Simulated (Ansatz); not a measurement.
# Tunnelling across a broken P chain: predicting one gap

Set-up. Ansatz 0.2.0, plane waves with PAW datasets at the program's default cutoffs, Fermi-Dirac smearing of 0.05 eV, chains in boxes 7.5 Å wide or more, moments seeded when the perfect chain is relaxed. PBE, no spin-orbit coupling; one bond is opened by s Å beyond its relaxed length, the other atoms of a straight cell of 15 kept, without spin, and the conductance taken at 300 K.

```tsv
run	G (G₀)	largest error term (%)	s	ln G
+1.2 Å	0.5715	6	1.2	−0.5595
+1.8 Å	0.128	7	1.8	−2.056
+2.5 Å	0.02146	9	2.5	−3.841
+3.3 Å	0.002843	12	3.3	−5.863
```

One run is withheld: run = +4.2 Å, with s = 4.2. Fit a straight line ln G = a + b × s to the 4 rows shown and predict it.

**Fit.** The means are 2.2 for s and −3.08 for ln G. The sum of products of deviations is −6.22 and the sum of squares in s is 2.46, so b = −6.22 / 2.46 = −2.528 and a = −3.08 − (−2.528) × 2.2 = 2.482. The residuals' standard deviation, with 2 degrees of freedom, is σ = 0.011.

**Prediction.** ln G = 2.482 + (−2.528) × 4.2 = −8.137, that is 0.000293 G₀. The run gave 0.000294 G₀ (ln G = −8.132), so the prediction less the run is −0.0045. The standard error of a prediction there, σ√(1 + 1/4 + (4.2 − 2.2)²/2.46), is 0.019, and the miss is 0.24 times that, for a point outside the fitted range. With so few rows σ is itself uncertain.

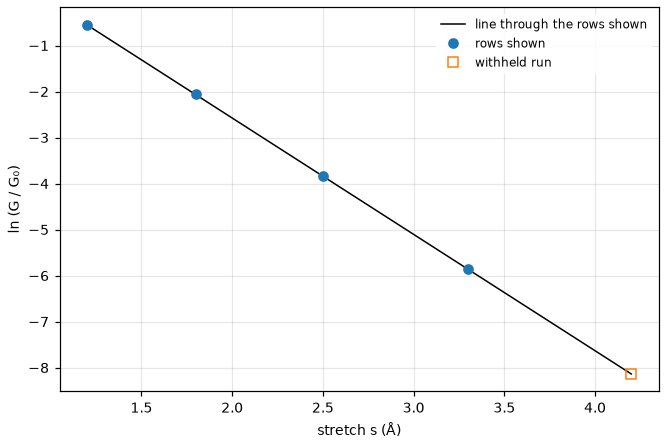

The fitted line, the rows shown and the withheld run.

**Limits.** Between neighbouring runs the slope of ln G lies between −2.55 and −2.49 per Å, so one exponential is an approximation. Error terms (up to 15 %, withheld run included) bound how much a small miss can mean. Broken ends may want a moment where none was allowed. No image potential, spin-orbit coupling or relaxation; a bent or dimerised chain may be lower in energy. Series of this kind are told only where this holds: one magnetic state in all runs, error terms under 60 %, and the runs' own leads conduct as the perfect chain does. 36 of 42 did.

[Logs are printed without paths, hosts, clocks, repeated set-up lines and the standing remarks that a program may print on its own settings, such as how far it seeks lower states.]
